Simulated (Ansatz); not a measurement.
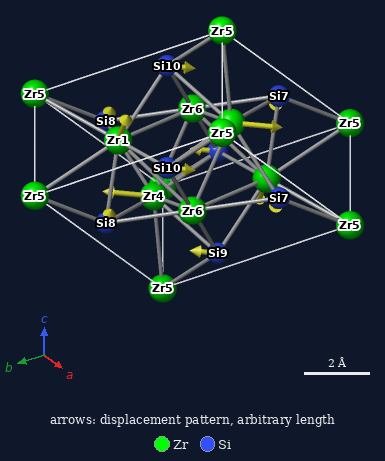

Phonons of crystalline Zr$_{3}$Si$_{2}$, at the zone centre. The optical levels lie at 128, 141, 162, 165 (×2), 166, 167, 175 (×2), 185 (×2), 201, 204 (×2), 208, 298, 305 (×2), 317, 321 (×2), 325 (×3), 326, 401, 415 cm⁻¹. One mode is drawn. Displacements are drawn as yellow arrows; their common scale and sign are arbitrary. A ball-and-stick model of the cell of the calculation, seen from a free direction.

All numbers below come from Ansatz, DFT LDA, scalar-relativistic, plane waves, PAW. (plane-wave cutoff 420 eV; k-point mesh 6 × 6 × 10; occupations fermi dirac; smearing width 0.15 eV; no spin polarisation)

The frequencies depend somewhat on the k-mesh and the smearing.

To which level does it belong?

Answer. The level at 166 cm⁻¹. This is the A₁g mode, optical level 5 of 19, counted from below, Raman-active by symmetry. The Zr (2a) atoms stay at rest; atoms of one kind move against one another, with no net shift of any sublattice; it stretches the shortest Si–Si bonds (2.43 Å); the kinetic energy is shared as Zr 93 %, Si 7 %.
